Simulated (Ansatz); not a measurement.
**Single-point calculation of C**

The run: single-point calculation of C (12 atoms in the cell). Method and program: DFT LDA, scalar-relativistic, plane waves, PAW, PAW set soft_1, no spin polarisation (Ansatz 0.2.0).

The structure derives from a Materials Project entry.

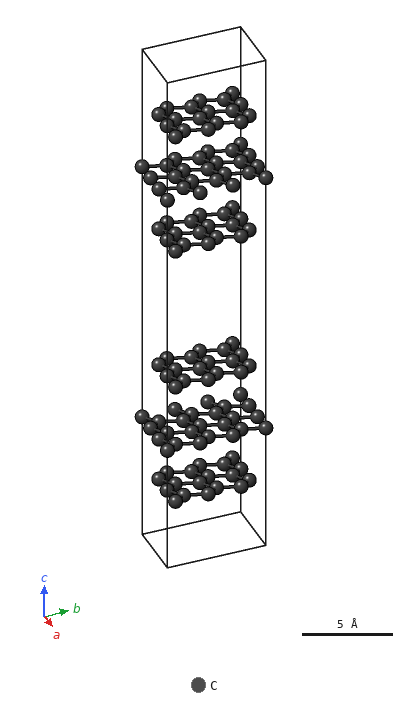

Fig. 1: The structure (ball-and-stick view of the 3 × 3 repeat of the cell, with the vacuum cut short, seen slightly off an axis).

**Key numbers**

```tsv
quantity	value
outcome	converged
space group (tolerance 0.01 Å)	P6₃/mmc (194)
electrons treated	48
free energy	−2915.7787 eV
Fermi energy	3.395 eV
gap on the k-point mesh	none (metallic)
pressure	0.00 GPa
largest force (length of the vector)	under 0.001 eV/Å
hardware	4 threads of AMD EPYC (Zen 3), 32 GiB of memory available, shared host
wall time	20 s (CPU time 77 s)
peak memory	0.77 GiB
```

**Notes**

The program warns: the PAW datasets were made with another functional; the exchange-correlation potential is rough where the density is thin.

**The input**
```yaml
crystal:
  lattice:
    - [2.4446005244, 0.0, 0.0]
    - [-1.2223002622, 2.1170861563, 0.0]
    - [0.0, 0.0, 29.0883073464]
  atoms:
    - { symbol: C, position: [0.6666666667, 0.3333333333, 0.0014381788] }
    - { symbol: C, position: [0.6666666667, 0.3333333333, 0.5014563039] }
    - { symbol: C, position: [0.6666666667, 0.3333333333, 0.7298539282] }
    - { symbol: C, position: [0.6666666667, 0.3333333333, 0.2298723132] }
    - { symbol: C, position: [0.0, 0.0, 0.6156893956] }
    - { symbol: C, position: [0.3333333333, 0.6666666667, 0.2298539282] }
    - { symbol: C, position: [0.0, 0.0, 0.1156893956] }
    - { symbol: C, position: [0.6666666667, 0.3333333333, 0.6156898702] }
    - { symbol: C, position: [0.3333333333, 0.6666666667, 0.7298723132] }
    - { symbol: C, position: [0.3333333333, 0.6666666667, 0.1156898702] }
    - { symbol: C, position: [0.3333333333, 0.6666666667, 0.5014381788] }
    - { symbol: C, position: [0.3333333333, 0.6666666667, 0.0014563039] }
basis:
  ecutwfc: 520.0
kpoints:
  mp_grid: { grid: [18, 18, 2] }
hamiltonian:
  xc: lda
  pseudopotentials: { kind: paw, azcp: { folder: soft_1 } }
scf:
  occupations: { method: gaussian, width: 0.15 }
output:
  forces: true
  stress: true
  eigenvalues: true
  write_density: true
  write_potential: true
  elf: true
  volumetric_format: npy
```

Launch command:
```bash
ansatz run input.yaml --threads 4 --pin off --max-ram 8192MiB --backend cpu --events-out ev --progress --plain --runs-dir out
```

**Output**
```
Warning: [file] the record states the generating functional pbe (its physics header spells it `PBE`), which answers neither for hamiltonian.xc's functional nor for the lda family's — results may be inconsistent (PPs are generated against a specific XC)
Engine: ansatz 0.2.0, x86_64-unknown-linux-gnu
Pseudopotentials: kind: paw
Pseudopotential: C, paw, valence charge 4, recommended cutoff 420 eV (normal), [file]
Functional definition: SPW92
  exchange = slater_x
  correlation = pw_c
Crystal: 12 atoms, lattice volume = 150.544 Å³
Basis set: ecut = 520 eV, 4099 PW (Γ)
Bands: 36, of which v1, the nominal top of the filled ones, is band 24 counted from 1 (23 counted from 0)
Symmetry: 12 space group operations
Space group: P63mc (ITA 186), of the structure as read, at distance tolerance 5.3e-5 Å
k-points: 74 of 648
Non-local potential: C, projectors of the file, l = 0: 2, l = 1: 2, l = 2: 1
PAW form: soft (Blöchl's): semilocal exchange-correlation on the pseudo side does not see the compensation charge
PAW frozen core: C, regenerated for the run's functional, and the local potential with it (the file was generated under x = pbe(κ = 0.804, μ = 0.2195149727645171), c = pbe(β = 0.06672455060314922))
PAW one-centre angular grid: C, 110 points (default); XC on 64 Gauss nodes
Initial density: superposition of atomic densities (neutral atoms: chi_scale 0, normalization atom)
Initial wavefunctions: pseudopotential atomic-orbital guess
Functional: x = slater, c = lda
SCF iter   1: F=—  HF=-2923.540334 eV  |F-HF|=—  |Δ(HF+E_count)|=         —  Δρ=1.12e-1  dr2=1.66e1  ethr=3.10e-3  ⟨swp⟩=9.4  Hψ=15283  notcnv=0  defer=21
preconditioner: auto → LDOS  [metal: Δε(μ)=0.050 eV  Ē_g=16.529 eV  σ=0.150 eV  W_gap=0.18  n_scr=20 (ndim 8)  ℏωp=21.0 eV  f_vac=0.293  D(μ)=0.36/eV (n_scr^D=6)  β→1.0]
SCF iter   2: F=—  HF=-2917.404428 eV  |F-HF|=—  |Δ(HF+E_count)|=    6.14e0  Δρ=4.50e-2  dr2=3.44e0  ethr=3.10e-3  ⟨swp⟩=5.1  Hψ=8095  notcnv=0  defer=456
SCF iter   3: F=—  HF=-2915.800481 eV  |F-HF|=—  |Δ(HF+E_count)|=    1.60e0  Δρ=4.95e-3  dr2=5.71e-2  ethr=3.10e-3  ⟨swp⟩=3.6  Hψ=5881  notcnv=0  defer=462
SCF iter   4: F=—  HF=-2915.786100 eV  |F-HF|=—  |Δ(HF+E_count)|=   1.44e-2  Δρ=3.59e-3  dr2=2.83e-2  ethr=1.19e-4  ⟨swp⟩=2.5  Hψ=4898  notcnv=0  defer=463
SCF iter   5: F=—  HF=-2915.779280 eV  |F-HF|=—  |Δ(HF+E_count)|=   6.82e-3  Δρ=9.77e-4  dr2=2.30e-3  ethr=5.89e-5  ⟨swp⟩=2.5  Hψ=3743  notcnv=0  defer=463
SCF iter   6: F=—  HF=-2915.778735 eV  |F-HF|=—  |Δ(HF+E_count)|=   5.45e-4  Δρ=2.61e-4  dr2=9.26e-5  ethr=4.78e-6  ⟨swp⟩=2.4  Hψ=3842  notcnv=0  defer=461
SCF iter   7: F=—  HF=-2915.778680 eV  |F-HF|=—  |Δ(HF+E_count)|=   5.54e-5  Δρ=3.51e-5  dr2=1.46e-6  ethr=1.93e-7  ⟨swp⟩=2.0  Hψ=4101  notcnv=0  defer=460
SCF iter   8: F=-2915.778680 eV  HF=-2915.778680 eV  |F-HF|=9.94e-9  |Δ(HF+E_count)|=   1.85e-7  Δρ=6.25e-6  dr2=3.51e-8  ethr=2.08e-10  ⟨swp⟩=46.3  Hψ=33910  notcnv=0
the search or the solves at the SCF's close seem to have found levels that the self-consistency loop had missed (the run counts 1). By its estimate they hold under 1e-12 electrons; where the run keeps them, the occupations were computed again with them
SCF 1 converged in 8 iterations: F = -2915.778680 eV  dr2 = 3.51e-8
  greatest PAW one-centre occupation: 0.672 electrons in one spin orbital (limit 2), on the C atom at site 9 (counted from 0), in its partial waves of l = 0
```

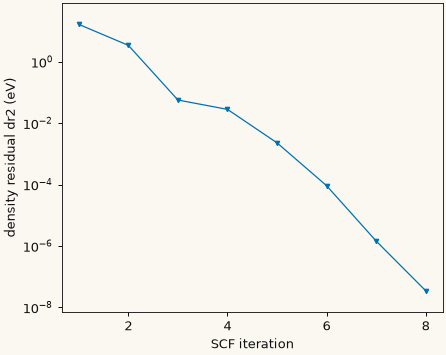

Fig. 2: Convergence of the self-consistent field: density residual dr2 against the SCF iteration. The residual falls at every step.

```
WARN: The output density's exchange-correlation potential varies sharply where the density is thin. Do not read a vacuum level from v_tot or v_xc, or from such a field of the output density. On a cell that repeats whose density bears no net charge and no dipole along the vacuum's axis use v_es (v_loc + v_h of the components); under efield.dipole_correction with no amplitude use v_es + v_field, which holds any external_charges[].barrier, or the levels of the report's work_function block, which leave it out; under a non-zero efield.amplitude the vacuum is tilted and has no level; on a cell that repeats and bears such a dipole with no correction it is tilted too, and efield.dipole_correction with no amplitude gives each side of its ramp a level where efield: is served; in a cell that repeats whose density bears a net charge (total_charge, or a fill off its count) it is curved and has none; of a slab under crystal.periodic whose density bears no net charge use v_es, which has a level on each side, short of where the two are joined; of another it falls or rises all the way out and has none; of a slab beside external_charges read slab_vacuum_level instead, which it has where they leave it neutral. The grid or the basis barely resolves most such structure, and the values can differ between equally converged runs; as a rule a tighter scf.convergence.dr2_threshold does not remove it. Where the density itself ripples (under the LDA too) a higher basis.ecutwfc lessens it. The files hold the spikes' plane waves up to the density's cutoff. Files: v_tot_of_output_density and the like, and their columns of v_z.tsv (output.write_potential); v_xc_of_output_density and the like, and their columns of v_comp_z.tsv (output.write_potential_components). Measured: with its Gaussian average of σ = 0.25 Å subtracted twice, the exchange-correlation potential is over 0.1 eV at 411 of the grid points where the equally averaged density (valence and model cores) is under 1e-3 e/Å³, and 0.209 eV at the most among them, at an averaged density of 5.5e-5 e/Å³. The input density's (outcome.potential() and, of a run that writes arrays, v_tot and v_xc) is over 0.1 eV, so measured, at 392 points of its own thin density, 0.212 eV at the most. See output.write_potential in the manual, Limitations
SCF converged after 8 iterations
Free energy (F): -2915.778680 eV
Harris-Foulkes:  -2915.778680 eV  (|F-HF|=9.94e-9)
Internal energy: -2915.774520 eV  (E = F + TS)
E sigma→0 (E₀):  -2915.776600 eV
Entropy (-TS):   -0.004159 eV (-0.347 meV/atom)
Fermi energy:    3.394846 eV
--- Per-component energies (eV) ---
  E_band       = -275.499112
  E_kinetic    = 1068.836508
  E_local      = -7588.824695  (includes V_loc(G=0)·N_el)
  E_nonlocal   = 295.659230
  E_hartree    = 3372.907672
  E_xc         = -559.279147
  E_vxc        = -691.665428  (∫ρ·V_xc dr)
  E_paw        = -1112.629281  (= ΣΔE_a)
  E_vpaw       = -105.322857  (= ΣTr[D̂ρ^β])
  E_aug_tail   = -0.000016  (compensation charges beyond the density's cutoff)
  E_ewald      = 1606.801221
  E_core_change = 0.753990  (= ΣΔE_core)
  E_smearing   = -0.004159  (= −TS)
  E_closure    = -0.000000  (closes the sum)
  Σ components = -2915.778680   (vs F -2915.778680, Δ=0.00e0)
--- Forces (eV/Å), atoms counted from 1 ---
  atom   1  C      0.00000000     0.00000000     0.00017048
  atom   2  C      0.00000000     0.00000000     0.00016556
  atom   3  C      0.00000000     0.00000000     0.00019090
  atom   4  C      0.00000000     0.00000000     0.00005361
  atom   5  C      0.00000000     0.00000000    -0.00010866
  atom   6  C     -0.00000000    -0.00000000     0.00019090
  atom   7  C      0.00000000    -0.00000000    -0.00010866
  atom   8  C      0.00000000    -0.00000000    -0.00045663
  atom   9  C      0.00000000    -0.00000000     0.00005361
  atom  10  C      0.00000000     0.00000000    -0.00045663
  atom  11  C     -0.00000000    -0.00000000     0.00017048
  atom  12  C     -0.00000000    -0.00000000     0.00016556
  max |Σ_I F_I| component: 3.05e-5 eV/Å
--- Stress (GPa, compression-positive) ---
        0.000033      -0.000000      -0.000000
       -0.000000       0.000033      -0.000000
       -0.000000      -0.000000      -0.002689
  P = ⅓ Tr σ = -0.0009 GPa (-0.009 kbar)
--- Band table (eV; the first three rows and the last of 74) ---
  k-point 0: bands = ["-16.2068", "-16.2068", "-16.0914", "-16.0914", "-15.9647", "-15.9647", "-5.1282", "-5.1280", "-4.4221", "-4.4217", "-3.6271", "-3.6267", "0.4041", "0.4041", "0.4041", "0.4041", "0.4074", "0.4074", "0.4074", "0.4074", "0.4222", "0.4222", "0.4222", "0.4222", "6.6601", "6.8803", "7.2963", "7.9323", "8.6535", "9.6002", "10.6702", "11.8639", "11.8639", "11.8639", "11.8639", "11.8791"]
  k-point 1: bands = ["-16.2068", "-16.2068", "-16.0914", "-16.0914", "-15.9647", "-15.9647", "-5.1281", "-5.1281", "-4.4219", "-4.4219", "-3.6269", "-3.6269", "0.4041", "0.4041", "0.4041", "0.4041", "0.4074", "0.4074", "0.4074", "0.4074", "0.4222", "0.4222", "0.4222", "0.4222", "6.7426", "6.7426", "7.5873", "7.5873", "9.1160", "9.1160", "11.2457", "11.2457", "11.8639", "11.8639", "11.8639", "11.8639"]
  k-point 2: bands = ["-16.1327", "-16.1327", "-16.0179", "-16.0179", "-15.8917", "-15.8917", "-5.0370", "-5.0369", "-4.3328", "-4.3323", "-3.5401", "-3.5397", "0.1085", "0.1085", "0.1141", "0.1141", "0.1313", "0.1313", "0.2416", "0.2416", "0.2465", "0.2465", "0.2630", "0.2630", "6.7589", "6.9803", "7.3904", "8.0283", "8.7432", "9.6888", "10.7533", "11.8747", "11.8934", "11.8990", "11.9272", "11.9521"]
  k-point 73: bands = ["-9.1159", "-9.1159", "-9.0455", "-9.0455", "-9.0431", "-9.0431", "-9.0414", "-9.0414", "-9.0322", "-9.0322", "-8.9660", "-8.9660", "-7.3634", "-7.3634", "-7.3600", "-7.3600", "-7.3509", "-7.3509", "2.8990", "2.8990", "3.3822", "3.3822", "3.3895", "3.3895", "3.3977", "3.3977", "3.4100", "3.4100", "3.9302", "3.9302", "13.5051", "13.5051", "13.6720", "13.6720", "14.0422", "14.0422"]
```

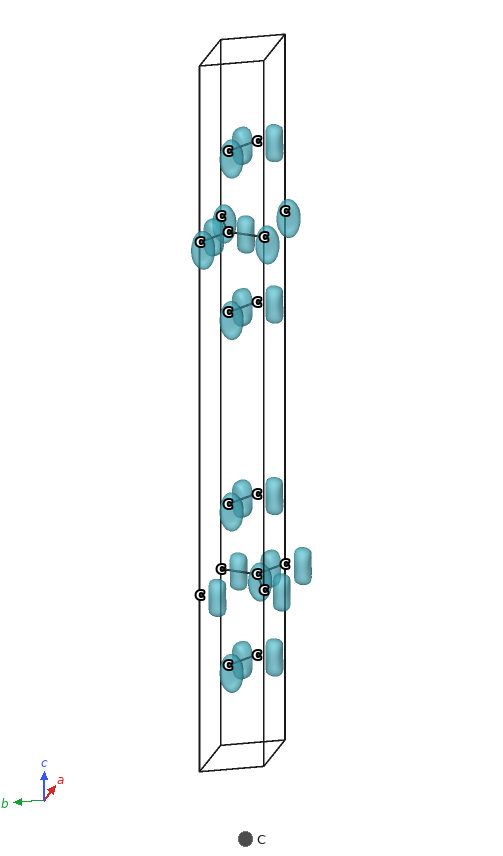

Fig. 3: Isosurface of the electron localisation function at 0.75 (cyan), seen at an oblique angle. Core shells and regions of very low density are left out. Sticks mark near contacts. The outline is the cell set on symmetry axes. Along the contacts the grid gives the following. The fields are those of the smooth PAW valence density.

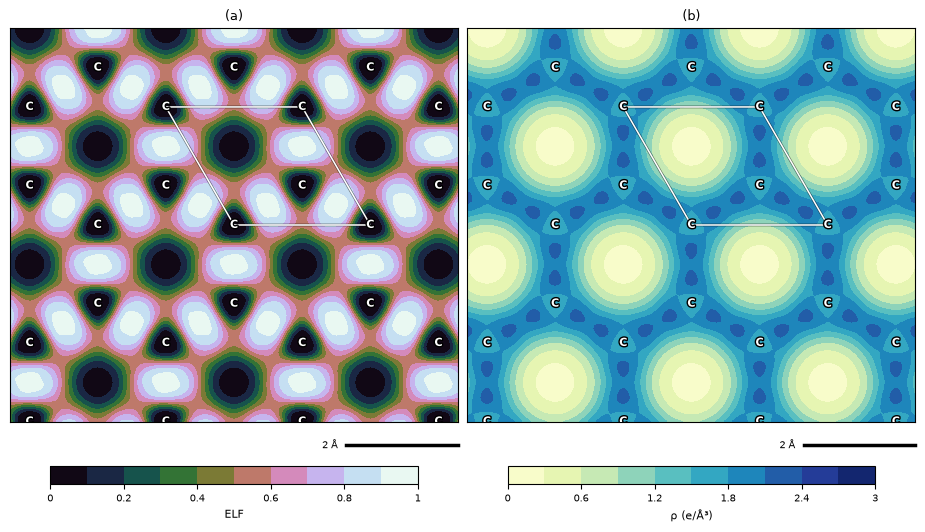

Fig. 4: (a) electron localisation function; (b) valence charge density (pseudo) on the (001) plane of the conventional cell. Away from the nuclei the density in this plane falls to 0.16 e/Å³ at its lowest.

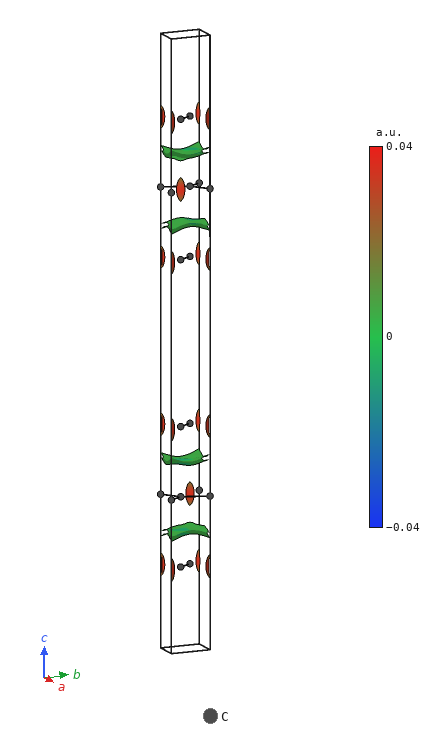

Fig. 5: Non-covalent interaction (NCI) plot: the surface where the reduced density gradient is 0.5, for densities under 0.05 a.u., coloured by sign(λ₂)ρ; seen slightly off an axis. The outline is the cell set on symmetry axes. Sheets between layers or molecules: weak, van der Waals-like contact (green) (×4); inside the ring or cage of C: steric crowding (red) (×6).
